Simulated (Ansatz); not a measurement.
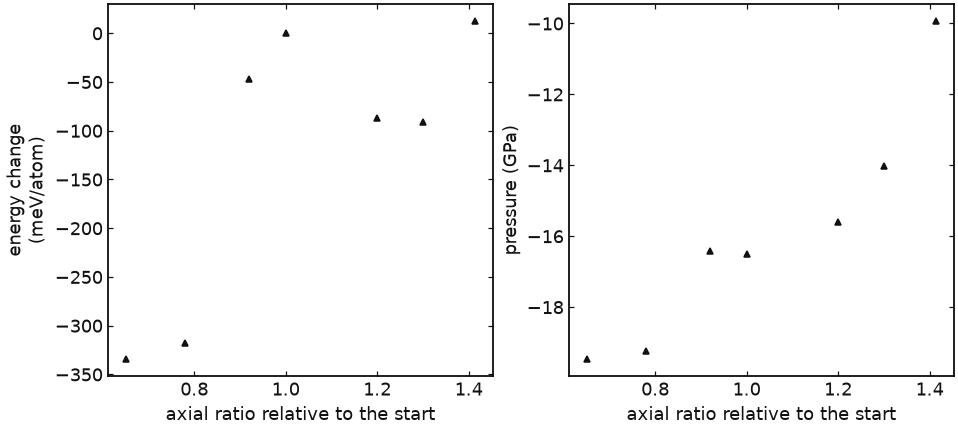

Plotted: energy change and pressure against relative axial ratio for Mo, space group Fm-3m (No. 225).

Structure:
```
CELL_PARAMETERS angstrom
0.00000 2.01500 2.01500
2.01500 0.00000 2.01500
2.01500 2.01500 0.00000
ATOMIC_POSITIONS crystal
Mo 0.00000 0.00000 0.00000
```

Calculation (Ansatz 0.2.0): deformation of a crystal at fixed volume, lengths along the axis scaled against those across it, fractional coordinates fixed, by plane-wave density functional theory with PAW datasets, free energies less that of the undisturbed cell, pressure positive in compression; scalar-relativistic. Level: LDA, no spin polarisation.

wave cutoff 420 eV; k mesh 22×22×22; occupations Gaussian; smearing width 0.15 eV; k shift (0, 0, 0) (mesh steps); start as given; path tetragonal; axis direction (0, 0, 1) (Cartesian unit vector).

The points at relative axial ratio 0.707, 0.850 and 1.100 are left out of the plot. What values does the calculation give there?

```
axial ratio relative to the start  energy change (meV/atom)  pressure (GPa)
                            0.707                      -400           -20.3
                            0.850                      -161           -17.3
                            1.100                       -40           -16.3
```

Keep in mind: reference crystal is not relaxed.
